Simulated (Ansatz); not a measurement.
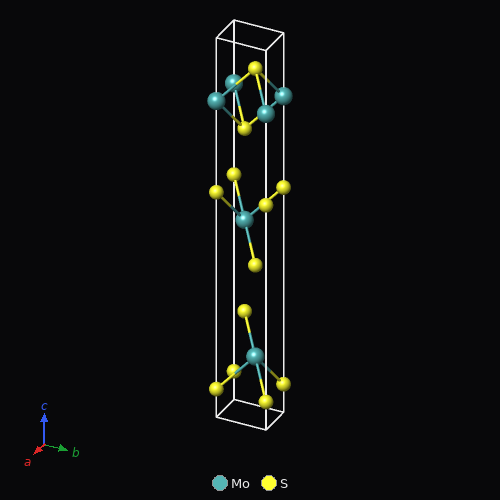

Three computed energy maps of cells of MoS₂. The picture above is the structure of the first map.

Map 1

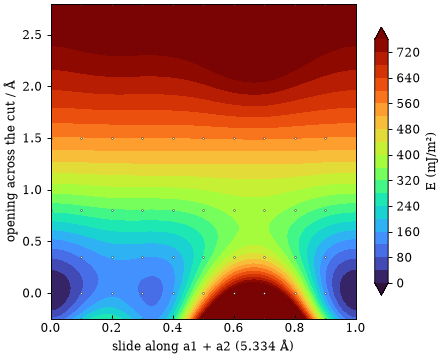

MoS2 (R-3m, No. 166; 9 atoms in the cell). 
- Rigid slide and opening across a plane, one cut a cell; the plane is (0 0 1) of the conventional cell, and the faces at the cut hold S and S.
- Coordinates scanned: (1) slide along a1 + a2 (5.334 Å); (2) opening across the cut.
- Nothing is relaxed (rigid halves).
- The scan uses a 10 × 6 grid.
- Points are written as (first, second).
- All energies are given in mJ/m² relative to the lowest grid point.
- Theory: DFT PBEsol+D3(BJ), scalar-relativistic, plane waves, PAW (Ansatz). Settings: cutoff 420 eV, k-mesh 14×14×3 in the order of the run's cell vectors, gaussian smearing 0.15 eV, no spin polarisation.

In the figure: filled contours, dots at the grid points, one colour for all values above the top of the scale. Between grid points the surface is interpolated.

Map 2

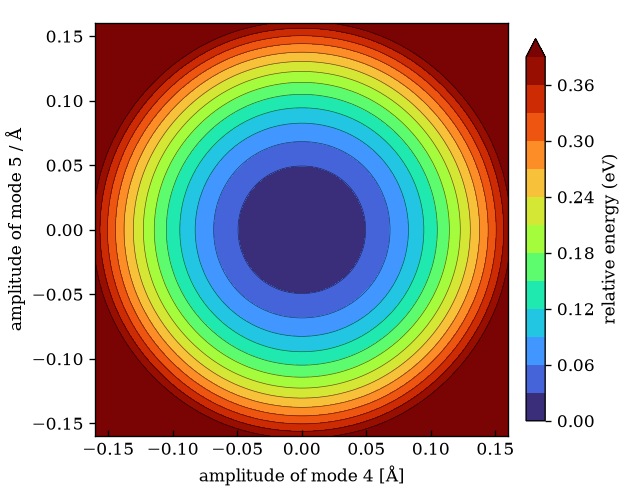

MoS2 (R-3m, No. 166; 3 atoms in the cell). The energy is mapped over two normal modes frozen in (zone-centre modes of the 3-atom cell of this scan). The first coordinate is: amplitude of mode 4 (244 cm⁻¹), largest displacement; the second: amplitude of mode 5 (244 cm⁻¹), largest displacement. Nothing is relaxed (the cell and all other modes fixed). The grid has 7 × 7 points; 16 points were computed and 33 follow by symmetry. Points are written as (first, second). All energies are given in eV per cell relative to the lowest grid point. Theory: DFT PBEsol+D3(BJ), scalar-relativistic, plane waves, PAW in Ansatz 0.2.0. Settings: cutoff 420 eV, k-mesh 15×15×15, gaussian smearing 0.15 eV, no spin polarisation.

In the figure: filled contours, one colour for all values above the top of the scale. Between grid points the surface is interpolated.

Map 3

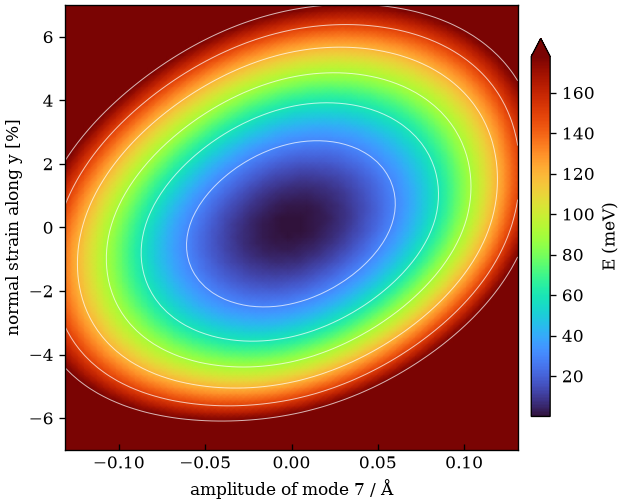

MoS₂ (R-3m, No. 166; 3 atoms in the cell). 
- The energy is mapped over a normal mode and a strain (zone-centre modes of the 3-atom cell of this scan) (x along [1 0 0], y along [1 2 0], z along [0 0 1] of the conventional cell).
- First axis: amplitude of mode 7 (273 cm⁻¹), largest displacement in the unstrained cell. Second axis: normal strain along y.
- Nothing is relaxed (the pattern is fixed in fractional coordinates).
- Grid: 5 × 5 points.
- Points are written as (first, second).
- Energies: meV per cell, counted from the lowest grid point.
- Computed with DFT PBEsol+D3(BJ), scalar-relativistic, plane waves, PAW (Ansatz 0.2.0). Settings: cutoff 420 eV, k-mesh 15×15×15, gaussian smearing 0.15 eV, no spin polarisation.

The picture shows a smooth colour map with a few white contour lines, one colour for all values above the top of the scale. Between grid points the surface is interpolated.

### Summarise the maps one by one.

Map 1: The lowest grid point is at (0.0, 0.00 Å). A higher local minimum lies near (0.3, 0.00 Å) (114 mJ/m² above the lowest at that grid point). The highest grid point, (0.7, −0.25 Å), lies 1600 mJ/m² above the lowest. On the interpolated surface the easiest way out of the lowest well to the well at about (0.3, 0.01 Å) passes a barrier of about 138 mJ/m².
Map 2: The lowest grid point is at (0.000 Å, 0.000 Å). It is the only kind of minimum in the scanned range. The highest grid point, (−0.160 Å, −0.160 Å), lies 0.817 eV above the lowest.
Map 3: The lowest grid point is at (0.000 Å, 0.0 %). No other kind of well shows on this grid. The highest grid point, (0.131 Å, −7.0 %), lies 567 meV above the lowest.

### Maps 1, 2, 3 start from a relaxed reference structure. Do they show a way to lower its energy?

No. In each of them the reference is the lowest point, within the accuracy of the grid, so it is stable against the distortions scanned (other distortions weren't tried).

PAW datasets: the set soft_1.
